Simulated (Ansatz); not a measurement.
## Where Ti_Si puts its levels in the gap of SiO2 (P3_121)

Wanted: the transition levels of a substitutional impurity in SiO2 (P3_121), from a cell of 72 host atoms with 1 Si taken out and 1 Ti put in.

Program: Ansatz 0.2.0. Level of theory: place-levels on r2SCAN runs: charge-transition levels and formation energies with image-charge correction and potential alignment at the atomic sites; PAW set soft_1. Results are calculated unless marked as measured.

### Step 1. Starting point

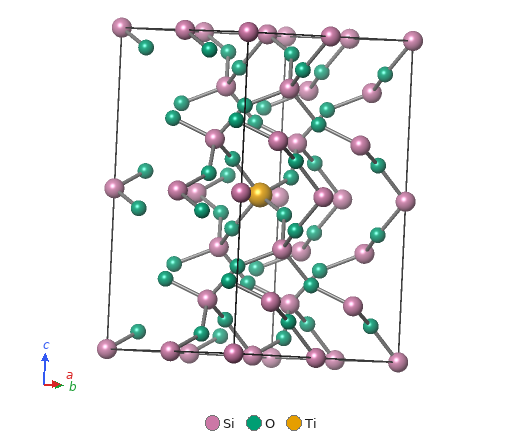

The cell as given, slightly off an axis (silicon pink, oxygen teal, titanium orange). Bonds to atoms that aren't drawn are left out. Some periodic images of atoms are drawn too.

The cell holds 72 atoms: 23 Si, 48 O and 1 Ti. Cell: a = 9.842 Å, b = 9.842 Å, c = 10.833 Å, α = 90.0°, β = 90.0°, γ = 120.0°. It derives from SiO2 (space group P3_121). Nearest the centre at fractional (0.266, 0.266, 0.500): Ti10 at 0.00 Å, O9 at 1.61 Å, O14 at 1.61 Å, O16 at 1.62 Å, O4 at 1.62 Å, Si30 at 3.06 Å, Si38 at 3.06 Å, Si12 at 3.06 Å.

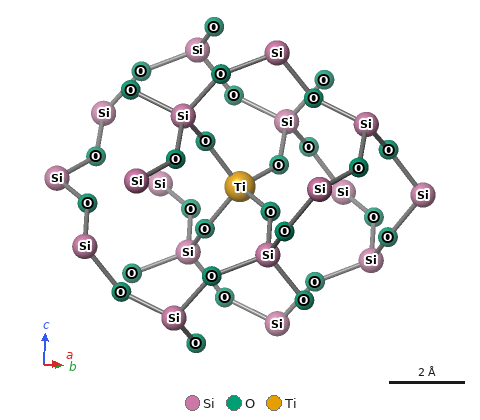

The atoms within 5 Å of the centre.

Screening for the image-charge correction: ε∞ = (2.49, 2.49, 2.52), ε0 = (4.64, 4.64, 4.86), computed on the host (DFPT, PBEsol, on the r2SCAN cell), and a cell off the functional's own equilibrium shifts the ionic part.

The cell's shortest repeat is 9.8 Å.

### Step 2. What was run first

Levels follow from differences of total energies between charge states, each relaxed by itself.

Random displacements of about 0.05 Å break the site symmetry at the start, so that the relaxation can reach a distorted minimum if there is one. Forces are taken at one point at (¼, ¼, ¼). The cell holds 1 electron more than the neutral one, with a uniform background that keeps it neutral on the whole. The electron count is odd, so at least one spin is unpaired; this run locks the moment at 1 μB.

The sampling was tested on the host first: at the k-points planned (1x1x1 shifted 0.25 0.25 0.25) its energy lies 0.000 eV an atom from the dense-mesh value, under the bound of 0.02 eV set for this test; that bounds the host's error, not the defect's.

One state's input; the others differ in charge, spin, start and seed, and in occupations where the table says so.

File qm1_M1.relax/input.yaml:

```yaml
crystal:
  lattice:
    - [9.84220413, 0.0, 0.0]
    - [-4.92110207, 8.52359881, 0.0]
    - [0.0, 0.0, 10.83306953]
  atoms:
    - { symbol: Si, position: [0.26551436, 0.26551436, 0.0] }
    - { symbol: Si, position: [0.0, 0.23448564, 0.33333333] }
[... 1 atom line left out ...]
    - { symbol: O, position: [0.13451903, 0.2066065, 0.39229212] }
[... 1 atom line left out ...]
    - { symbol: O, position: [0.07208747, 0.36548097, 0.22562545] }
[... 1 atom line left out ...]
    - { symbol: O, position: [0.36548097, 0.07208747, 0.27437455] }
    - { symbol: O, position: [0.42791253, 0.2933935, 0.44104122] }
    - { symbol: Ti, position: [0.26551436, 0.26551436, 0.5] }
[... 1 atom line left out ...]
    - { symbol: Si, position: [0.23448564, 0.0, 0.66666667] }
[... 1 atom line left out ...]
    - { symbol: O, position: [0.2933935, 0.42791253, 0.55895878] }
    - { symbol: O, position: [0.07208747, 0.36548097, 0.72562545] }
    - { symbol: O, position: [0.2066065, 0.13451903, 0.60770788] }
    - { symbol: O, position: [0.36548097, 0.07208747, 0.77437455] }
[... 8 atom lines left out ...]
    - { symbol: O, position: [0.36548097, 0.57208747, 0.27437455] }
[... 3 atom lines left out ...]
    - { symbol: Si, position: [0.23448564, 0.5, 0.66666667] }
[... 1 atom line left out ...]
    - { symbol: O, position: [0.2933935, 0.92791253, 0.55895878] }
[... 1 atom line left out ...]
    - { symbol: O, position: [0.2066065, 0.63451903, 0.60770788] }
    - { symbol: O, position: [0.36548097, 0.57208747, 0.77437455] }
[... 2 atom lines left out ...]
    - { symbol: Si, position: [0.5, 0.23448564, 0.33333333] }
[... 3 atom lines left out ...]
    - { symbol: O, position: [0.57208747, 0.36548097, 0.22562545] }
[... 2 atom lines left out ...]
    - { symbol: O, position: [0.92791253, 0.2933935, 0.44104122] }
[... 5 atom lines left out ...]
    - { symbol: O, position: [0.57208747, 0.36548097, 0.72562545] }
[... 20 atom lines left out ...]
    - { symbol: O, position: [0.92791253, 0.7933935, 0.94104122] }
  host:
    repeats: [2, 2, 2]
    atoms:
      - { symbol: Si, position: [0.53102872, 0.53102872, 0.0] }
      - { symbol: Si, position: [0.0, 0.46897128, 0.66666667] }
      # ... 7 more atoms of the perfect host
total_charge: -1
basis:
  ecutwfc: 500
  xc_grid: 2
hamiltonian:
  xc: r2scan
  pseudopotentials: { kind: paw, azcp: { folder: soft_1 } }
kpoints:
  mp_grid: { grid: [1, 1, 1], shift: [0.25, 0.25, 0.25] }
magnetization:
  spin_polarized: true
  initial_magnetization: 1
  spin_locking: { lock_magnetization: hard }
scf:
  occupations: { method: fixed }
  max_iter: 60
output:
  forces: true
  charged_corrections:
    epsilon: [2.49, 2.49, 2.52]
    static_epsilon: [4.64, 4.64, 4.86]
    defect_position: [0.265514, 0.265514, 0.5]
relax:
  f_tol: 0.02
  max_steps: 80
  random_displacement: { amplitude: 0.05, seed: 8161 }
checkpoint:
  write: "../qm1_M1.relax.run"
  compress: false
  write_wavefunctions: true
  write_every: 100000
```

Started as:

```bash
$ ansatz run input.yaml --threads 8 --pin off --max-ram 22609MiB --backend cpu --events-out ev --progress --plain --runs-dir out
```

The relaxed structure is kept and the sampling changed to a 2×2×2 shifted mesh.

The run of this state that the levels use, under r2SCAN:

File qm1_M1.point/input.yaml:

```yaml
crystal:
  checkpoint: "../qm1_M1.relax.run"
  host: checkpoint
total_charge: -1
basis:
  ecutwfc: 500
  xc_grid: 2
hamiltonian:
  xc: r2scan
  pseudopotentials: { kind: paw, azcp: { folder: soft_1 } }
kpoints:
  mp_grid: { grid: [2, 2, 2], shift: [0.5, 0.5, 0.5] }
magnetization:
  spin_polarized: true
  initial_magnetization: 1
  spin_locking: { lock_magnetization: hard }
scf:
  occupations: { method: fermi_dirac, width: 0.01 }
  max_iter: 60
output:
  forces: true
  eigenvalues: true
  charged_corrections:
    epsilon: [2.49, 2.49, 2.52]
    static_epsilon: [4.64, 4.64, 4.86]
    defect_position: [0.265514, 0.265514, 0.5]
  eigenstates: { localisation: true }
  populations: true
  efg: {}
  band_densities: [{ bands: [v1, v1] }, { bands: [c1, c1] }]
  write_density: true
  write_potential: true
  volumetric_format: npy
  elf: true
checkpoint:
  read: "../qm1_M1.relax.run"
  write: "../qm1_M1.point.run"
  compress: false
  write_wavefunctions: false
  write_every: 100000
```

Relaxations under r2SCAN at one point at (¼, ¼, ¼); times on 8 threads of Arm Neoverse V2, shared host:

| charge | moment (μB) | occupations | outcome | steps | largest displacement against the far atoms (Å) | time |
| --- | --- | --- | --- | --- | --- | --- |
| −1 | 1 | fixed | converged | 8 | 0.46 | 3.7 min |
| 0 | 0 | fixed | converged | 6 | 0.26 | 77 s |
| +1 | 1 | fixed | converged | 9 | 0.26 | 5 min |

Single points under r2SCAN at a 2×2×2 shifted mesh; times on 8 threads of Arm Neoverse V2, shared host:

| charge | moment (μB) | occupations | outcome | time |
| --- | --- | --- | --- | --- |
| −1 | 1 | fermi-dirac | converged | 2.5 min |
| 0 | 0 | fermi-dirac | converged | 63 s |
| +1 | 1 | fermi-dirac | converged | 3.7 min |

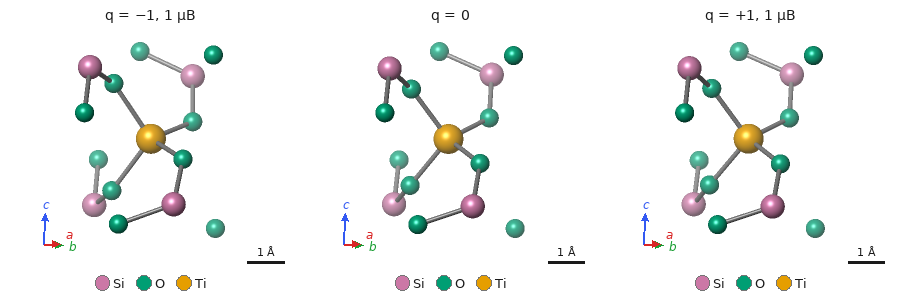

The structures near the centre after relaxation with r2SCAN, by charge. Bonds to atoms that aren't drawn are left out.

Distances (Å) from Ti10 to the nearest atoms after relaxation with r2SCAN:

| charge | moment (μB) | 1. | 2. | 3. | 4. | 5. | 6. |
| --- | --- | --- | --- | --- | --- | --- | --- |
| −1 | 1 | O 1.89 | O 1.89 | O 1.90 | O 1.90 | Si 3.16 | Si 3.16 |
| 0 | 0 | O 1.79 | O 1.79 | O 1.80 | O 1.80 | Si 3.17 | Si 3.17 |
| +1 | 1 | O 1.79 | O 1.80 | O 1.80 | O 1.81 | Si 3.17 | Si 3.18 |

### Step 3. place-levels, r2SCAN

A charged cell interacts with its images and the background, and its potential has another zero than the host's. place-levels removes the first by a point-charge model, screened by the static dielectric constant since the ions have relaxed around the charge, and the second by comparing potentials at atoms far from the defect.

The host is a run of the defect-free crystal in the same cutoffs, grids and k-points, so that basis and sampling errors cancel in part in the differences. The host is run in a cell of 9 atoms on a matching mesh. Its band edges are searched through the zone by a band path, so the gap is smaller than, or equal to, that on the mesh. Chemical potentials are energies per atom of Si (diamond) and Ti (hcp), run with the same functional and cutoff.

File levels.point.yaml:

```yaml
host:
  run: host.point.run
states: [qm1_M1.point.run, q0.point.run, qp1_M1.point.run]
geometry_from:
  qm1_M1.point.run: qm1_M1.relax.run
  q0.point.run: q0.relax.run
  qp1_M1.point.run: qp1_M1.relax.run
  host.point.run: host.relax.run
chemical_potentials:
  Si:
    energy: -639.06578
    dataset: <sha256 of the dataset>
  Ti:
    energy: -2504.373567
    dataset: <sha256 of the dataset>
epsilon: [2.49, 2.49, 2.52]
static_epsilon: [4.64, 4.64, 4.86]
vertical:
  - { from: qm1_M1.point.run, to: qm1_M1.point_neutral.run }
  - { from: qp1_M1.point.run, to: qp1_M1.point_neutral.run }
```

Started as:

```bash
$ ansatz place-levels levels.point.yaml -- --threads 8 --pin off --max-ram 22609MiB
```

Numbers of over 12 decimals in the logs are rounded to 6 here.

Log:

```text
[... repeated set-up lines and file paths are left out, and long positions are rounded to six places ...]
(+1/0) 0.000 eV above the valence edge (-0.273 eV without the band-filling correction), 6.602 eV under the conduction edge
(0/-1) 5.768 eV above the valence edge, 0.834 eV under the conduction edge
formation energy of charge +1: -0.230 eV with the Fermi level at the valence edge
formation energy of charge 0: -0.230 eV with the Fermi level at the valence edge
formation energy of charge -1: +5.538 eV with the Fermi level at the valence edge
vertical -1 to 0: no energy, since no alignment is typed
  the change from vertical[0].from (qm1_M1.point.run) to vertical[0].to (qm1_M1.point_neutral.run): by its potential at epsilon [2.49, 2.49, 2.52] it stands at 0.269 0.269 0.500, with an rms radius of about 1.4 Å (0.7 0.7 0.9 Å across the planes of the cell's [...]
vertical +1 to 0: no energy, since no alignment is typed
  the change from vertical[1].from (qp1_M1.point.run) to vertical[1].to (qp1_M1.point_neutral.run): by its potential at epsilon [2.49, 2.49, 2.52] it is spread over the cell along a vector, with an rms radius of about 6.8 Å (3.1 3.1 5.2 Å across the planes of [...]
  edges by r2scan, gap 6.602 eV; the host is sampled to repeats of 19.68 Å
  the defect's cells are sampled to repeats of 19.68 Å, like sampling
  charge +1: -44589.6784 eV with its correction of +0.346 eV, at epsilon [4.64, 4.64, 4.86], aligned at sites: -0.1024 eV, mean over 31 atomic sites at or beyond 4.92 Å from the defect at [0.2655, 0.2655, 0.5000], with +0.000000 for the charge's moments and [...]
  states[2] (qp1_M1.point.run): levels filled in part (TS 0.012 eV): its energy is of no whole electron's
  charge 0: +0.000 eV for its dipole among its images, +0.000 omitted
  charge -1: -44580.1627 eV with its correction of +0.283 eV, at epsilon [4.64, 4.64, 4.86], aligned at sites: +0.1646 eV, mean over 31 atomic sites at or beyond 4.92 Å from the defect at [0.2655, 0.2655, 0.5000], with +0.004754 for the charge's moments and [...]
  of states[2] (qp1_M1.point.run): it parts from the run at its places by a charge that spreads by about 5.2 Å along one vector (1.9 Å or more is wide), by its potential at epsilon [2.49, 2.49, 2.52], taken for that of held ions (one typed too small widens [...]
  of states[1] (q0.point.run): its displacements don't fall off away from the defect: farther atoms stand 0.057 Å off the host's places. [...]
  of states[0] (qm1_M1.point.run): its alignment with the host at atomic sites is doubtful: the mean over the far sites moves by -0.0506 eV from their farther parts to their nearer, more than 0.05 eV. [...]
  of vertical[0].from (qm1_M1.point.run): its displacements don't fall off away from the defect: farther atoms stand 0.062 Å off the host's places. [...]
  of vertical[0].to (qm1_M1.point_neutral.run): its displacements don't fall off away from the defect: farther atoms stand 0.062 Å off the host's places. [...]
  vertical[1].from (qp1_M1.point.run): levels filled in part (TS 0.012 eV): its energy is of no whole electron's
  of vertical[1].from (qp1_M1.point.run): its displacements don't fall off away from the defect: farther atoms stand 0.059 Å off the host's places. [...]
  of vertical[1].to (qp1_M1.point_neutral.run): its displacements don't fall off away from the defect: farther atoms stand 0.059 Å off the host's places. [...]
```

Wall time 0.58 s (8 threads of Arm Neoverse V2, shared host).

Levels between the charges placed, in eV above the valence top:

|  | gap (eV) | (+1/0) | (0/−1) |
| --- | --- | --- | --- |
| r2SCAN | 6.60 | 0.00 | 5.77 |

Corrections by state:

| charge | moment (μB) | image terms and alignment (eV) | band filling (eV) | ε used | over the lowest of its charge, as the program ranks them, band filling apart (eV) |
| --- | --- | --- | --- | --- | --- |
| +1 | 1.0 | 0.346 | -0.273 | principal values (4.64, 4.64, 4.86) | 0.000 |
| 0 | 0.0 | 0.000 | - | - | 0.000 |
| −1 | 1.0 | 0.283 | - | principal values (4.64, 4.64, 4.86) | 0.000 |

The charged structures listed were also run neutral, and place-levels reads from each pair, by the potential or the spins, how wide the charge is by which they differ; that can be the carrier of either run.

| charge | rms radius (Å) | spread where it is widest against the cell (Å) | wide from (Å) | reading |
| --- | --- | --- | --- | --- |
| +1 | 6.8 | 5.23 | 1.88 | wide |
| −1 | 1.4 | 0.93 | 1.88 | narrow |

The neutral runs of these pairs need not share the spin of the lowest neutral state, and very wide values only mean spread over the cell.

From the program's caveats on the states, each cut to its opening words:

- charge +1 (1 μB): it parts from the run at its places by a charge that spreads by about 5.2 Å along one vector (1.9 Å or more is wide), by its potential at epsilon [2.49, 2.49, [...]
- charge +1 (1 μB): a band-filling correction moves a carrier to the host's band edge, which changes its energy by -0.273 eV
- charge +1 (1 μB): its alignment with the host at atomic sites is doubtful: the mean over the far sites moves by +0.0761 eV from their farther parts to their nearer, more than [...]
- charge +1 (1 μB): its displacements don't fall off away from the defect: farther atoms stand 0.059 Å off the host's places
- charge +1 (1 μB), −1 (1 μB): flagged: stability check not made
- charge 0: its displacements don't fall off away from the defect: farther atoms stand 0.057 Å off the host's places
- charge −1 (1 μB): its alignment with the host at atomic sites is doubtful: the mean over the far sites moves by -0.0506 eV from their farther parts to their nearer, more than [...]
- charge −1 (1 μB): its displacements don't fall off away from the defect: farther atoms stand 0.062 Å off the host's places

The host's formation energy from the elements is -3.018 eV per atom; it sets how far the chemical potentials can move.

Limit set by the element alone; other compounds of these elements are not counted. Chemical potentials from the elements' reference states: O 0.00 eV, Si -9.06 eV, Ti 0.00 eV. Formation energy by charge state (O-rich; gap 6.60 eV):

| charge | at valence top (eV) | at conduction bottom (eV) | correction included (eV) |
| --- | --- | --- | --- |
| +1 | -9.29 | -2.68 | 0.07 |
| 0 | -9.29 | -9.29 | 0.00 |
| −1 | -3.52 | -10.12 | 0.28 |

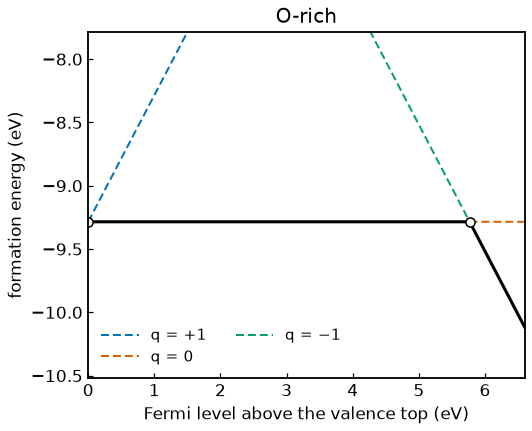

Formation energy against Fermi level; the thick line follows the lowest charge state and circles mark the transition levels.

Limit set by the element alone; other compounds of these elements are not counted. Chemical potentials from the elements' reference states: Si 0.00 eV, O -4.53 eV, Ti 0.00 eV. Formation energy by charge state (Si-rich; gap 6.60 eV):

| charge | at valence top (eV) | at conduction bottom (eV) | correction included (eV) |
| --- | --- | --- | --- |
| +1 | -0.23 | 6.37 | 0.07 |
| 0 | -0.23 | -0.23 | 0.00 |
| −1 | 5.54 | -1.06 | 0.28 |

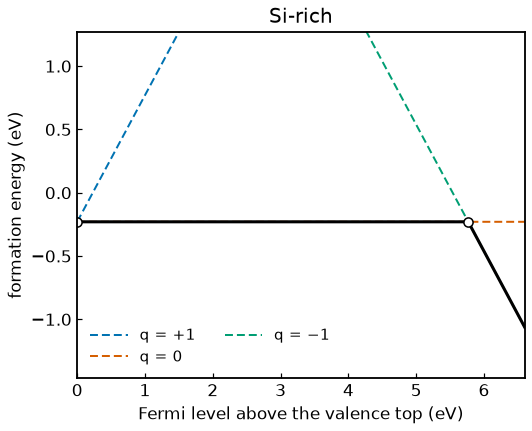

Formation energy against Fermi level; the thick line follows the lowest charge state and circles mark the transition levels.

### Step 4. The same at the relaxations' own k-points

The relaxations' own energies give the levels at their sampling, for comparison.

File levels.relax_mesh.yaml:

```yaml
host:
  run: host.relax.run
states: [qm1_M1.relax.run, q0.relax.run, qp1_M1.relax.run]
chemical_potentials:
  Si:
    energy: -639.06578
    dataset: <sha256 of the dataset>
  Ti:
    energy: -2504.373567
    dataset: <sha256 of the dataset>
```

Started as:

```bash
$ ansatz place-levels levels.relax_mesh.yaml -- --threads 8 --pin off --max-ram 22609MiB
```

Log:

```text
[...]
(0/-1) 5.766 eV above the valence edge, 0.836 eV under the conduction edge
formation energy of charge +1: -0.233 eV with the Fermi level at the valence edge
formation energy of charge 0: -0.233 eV with the Fermi level at the valence edge
formation energy of charge -1: +5.533 eV with the Fermi level at the valence edge
  edges by r2scan, gap 6.602 eV; the host is sampled to repeats of 14.64 Å
[... the lines on each state left out ...]
```

Elapsed: 0.21 s, on 8 threads.

Levels between neighbouring charges, in eV above the valence top:

|  | gap (eV) | (+1/0) | (0/−1) |
| --- | --- | --- | --- |
| one point at (¼, ¼, ¼) | 6.60 | 0.00 | 5.77 |
| a 2×2×2 shifted mesh | 6.60 | 0.00 | 5.77 |

Going from one point at (¼, ¼, ¼) to a 2×2×2 shifted mesh moves the levels that carry no band-filling term by up to 0.00 eV and formation energies against the elements by up to 0.00 eV; band-filling terms, which differ between samplings, are in these energies.

### Step 5. What came out

| Quantity | Value |
| --- | --- |
| gap of the host | 6.60 eV (r2SCAN) |
| level (plus 1/0) | 0.00 eV above the valence top (-0.27 eV above the valence top without the band-filling term) |
| level (0/minus 1) | 5.77 eV above the valence top |
| lowest of the charges placed, just above the valence top (0.02 eV) | 0 |
| lowest of the charges placed, just below the conduction bottom (0.02 eV) | −1 |
| lowest formation energy at mid-gap of the charges run, O-rich | -9.29 eV |
| lowest formation energy at mid-gap of the charges run, Si-rich | -0.23 eV |

What this shows: Of the charges placed (−1, 0 and +1), the lowest changes at 5.77 eV (0/−1) above the valence top, in a gap of 6.60 eV. Charges below −1 were not placed, so these runs say nothing of levels that involve them. States placed: +1 at 1 μB; 0 at 0 μB; −1 at 1 μB. Other spin states or structures, where not listed, weren't placed. The program finds carriers beyond a band edge of the host and adds a band-filling term at charge +1 (-0.27 eV); steps to such a charge show no bound level, and a defect level inside a band would be read the same way. Ti is taken at its element; compounds, which aren't counted here, bound the chemical potentials and would shift these formation energies. The lowest formation energy (O-rich and Si-rich) is negative across the gap, so the defect would form by itself: these chemical potentials lie beyond what competing compounds allow, or the host is unstable against it. Going from one point at (¼, ¼, ¼) to a 2×2×2 shifted mesh moves the levels that carry no band-filling term by up to 0.00 eV and formation energies against the elements by up to 0.00 eV; band-filling terms, which differ between samplings, are in these energies. The program doubts the alignment of potentials for at least one state, a sign that the cell is small. Keep in mind: r2SCAN makes the gap too small and tends to spread out bound carriers; where a gas molecule sets a chemical potential or the host's formation energy, its binding is uncorrected; force components of up to 0.14 eV/Å remain in a run at the final settings.

[Logs are printed without paths, hosts, clocks, repeated set-up lines and the standing remarks that a program may print on its own settings, such as how far it seeks lower states.]

[Hosts, paths, dates, database ids (printed as entryN), source tags and the programs' standing remarks are cut or masked in the printed files.]

[Where a table of states has a column of steps, it counts the stored structures, which are thinned; the runs took as many ionic steps or more.]

[A defect's name tells the site on which it was built; relaxed atoms can leave that site.]

[For some hosts the program warned that the k-mesh of the response run may be too coarse for force constants and the static dielectric constant; such warnings are not shown here.]
